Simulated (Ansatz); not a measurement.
**C: density, localisation and related maps**

```cif
data_structure
_symmetry_space_group_name_H-M 'P 1'
_symmetry_Int_Tables_number 1
_cell_length_a 3.4482
_cell_length_b 3.4482
_cell_length_c 2.3615
_cell_angle_alpha 90.000
_cell_angle_beta 90.000
_cell_angle_gamma 90.000
_cell_volume 28.08
loop_
_atom_site_label
_atom_site_type_symbol
_atom_site_fract_x
_atom_site_fract_y
_atom_site_fract_z
_atom_site_occupancy
C1 C 0.28847 0.00000 0.00000 1
C2 C 0.71153 0.00000 0.00000 1
C3 C 0.00000 0.28847 0.50000 1
C4 C 0.00000 0.71153 0.50000 1
```

Space group P4₂/mmc; a structure generated by program, which may or may not match a known phase.

All numbers below come from DFT PBE, scalar-relativistic, plane waves, PAW in Ansatz.

In a PAW calculation such maps are meaningful between the atoms, not at the nuclei.

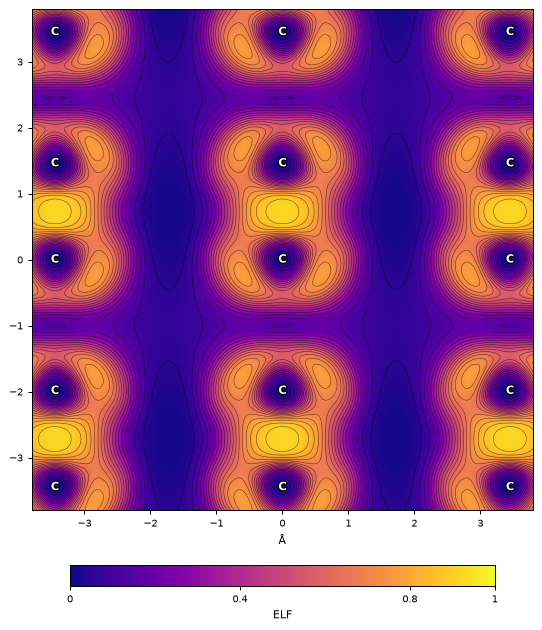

Figure 1. ELF on the (001) plane of the conventional cell.

Q: What do the fields say about this system?

A:
- Atoms in the plane: C.
- C–C (1.46 Å): the ELF peaks at about 0.90 between the atoms.

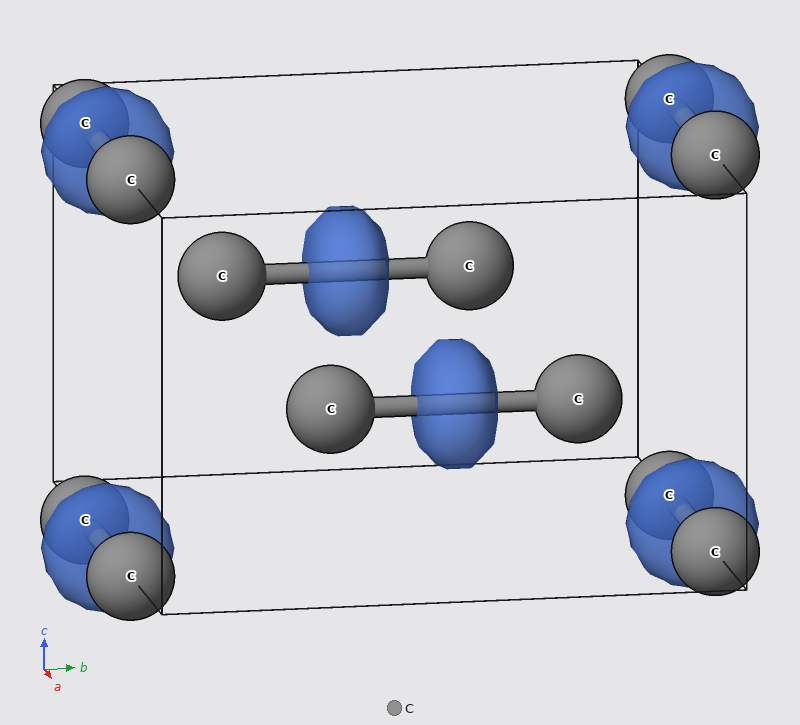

Figure 2. Isosurface of the ELF at 0.85 (blue), seen slightly off an axis. Core shells and regions of very low density are left out. Sticks mark near contacts.

Q: Describe the localisation domains.

A: At this value the surface marks out two regions between bonded C–C atoms, counted in one cell of 4 atoms. Any copies at cell faces, edges or corners count once.

Q: Does the calculation make it a metal, or give it a gap?

A: It is gapless in this calculation (a metal or semimetal).
